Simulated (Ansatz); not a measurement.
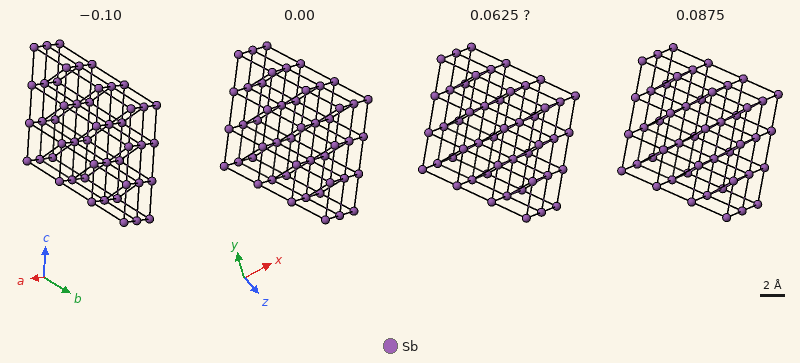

Energy scan for crystalline Sb (Im-3m), in which the cell is strained along x and oppositely along y, with the atoms kept at their fractional coordinates. x, y and z are the Cartesian axes of the input. The picture is a ball-and-stick view of the cell of the calculation, repeated 2 × 3 × 3 with one cell outlined, seen slightly off an axis.

Computed with DFT r2SCAN, scalar-relativistic, plane waves, PAW in Ansatz 0.2.0. Settings: plane-wave cutoff 500 eV; k-point mesh 18 × 18 × 18; occupations gaussian; smearing width 0.15 eV; no spin polarisation. Energies (free energies at the smearing named) are counted from the cell as listed in its source, which wasn't relaxed.

```
 strain  E − E(ref) (meV/atom)
−0.1000                   52.4
−0.0500                   18.5
 0.0000                    0.0
 0.0250                    5.8
 0.0625                      ?
 0.0750                   36.9
 0.0875                   45.3
```

Q: Fill in the missing row.

A: A straight line between the two neighbours gives 29.1 meV/atom. A cubic through the four nearest rows (0.0000, 0.0250, 0.0750, 0.0875) gives, with Lagrange weights, (−0.0714)(0.0) + (0.2500)(5.8) + (1.2500)(36.9) + (−0.4286)(45.3) = 28.2 meV/atom. The calculation gives 27.3 meV/atom, so the cubic is 0.9 meV/atom too high and the straight line 1.8 meV/atom too high, as the curve bends upwards here.

The whole profile:

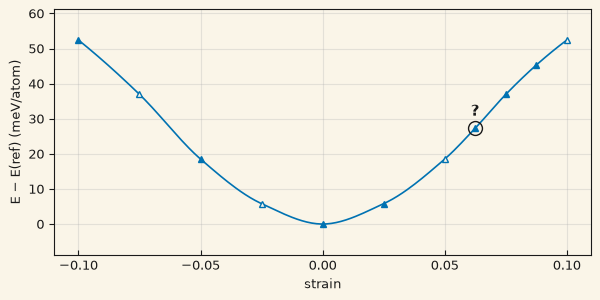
